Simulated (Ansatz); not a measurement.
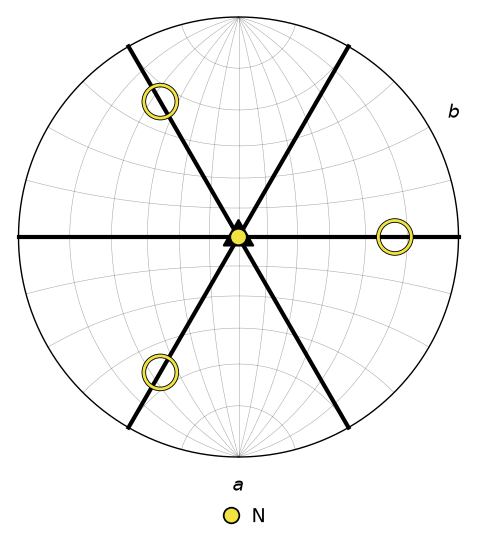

For GaN, the end point of a relaxation at fixed volume with Ansatz, DFT PBEsol, scalar-relativistic, plane waves, PAW: directions from one gallium atom at (1/3, 2/3, 0.999) to its bonded neighbours, in stereographic projection down c (filled: above the plane of the page or in it, open: below). Symmetry computed with spglib at a tolerance of 0.002 Å; standard conventional cell.

Neighbours are counted up to 2.35 Å for N. The symmetry elements of the site are drawn in: heavy lines are mirror planes (a heavy rim: a mirror in the plane of the page); lens, triangle, square and hexagon are 2-, 3-, 4- and 6-fold axes, a lens in an open square is −4, a triangle in an open hexagon −6; thin dashed diameters join the ends of axes that lie in the page; a small open circle marks inversion.

```
Ga N
1.0
     3.13972    0.00000    0.00000
    -1.56986    2.71908    0.00000
     0.00000    0.00000    5.11532
Ga N
2 2
Direct
  0.33333 0.66667 0.99919
  0.66667 0.33333 0.49919
  0.33333 0.66667 0.37581
  0.66667 0.33333 0.87581
```

### How many neighbours are there, and at what angles?

4: 3 N at 1.92 Å, 1 N at 1.93 Å. Angles between bonds: 109° (3×), 110° (3×).

### What is the site's symmetry in the crystal?

Point group 3m (C3v), order 6: one threefold axis, three mirror planes. In No. 186, P6₃mc this is Wyckoff position 2b.
